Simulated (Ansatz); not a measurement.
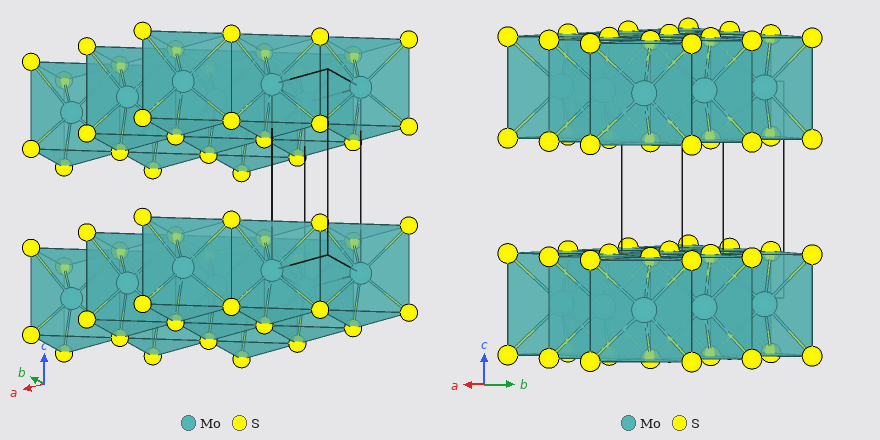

Polyhedra are drawn about Mo (bonds: Mo–S below 2.7 Å); other atoms are plain spheres. Two views of the same piece.

MoS2 (space group P-6m2, No. 187): the end point of a relaxation with DFT PBE+D3(BJ), scalar-relativistic, plane waves, PAW (Ansatz 0.2.0).

Sharing among the drawn polyhedra:

```
site           polyhedron  corner-sharing neighbours  edge-sharing  face-sharing  bond (Å)
  Mo  MoS6 trigonal prism                          0             6             0      2.40
```

They form layers of edge-sharing trigonal prisms parallel to (001).
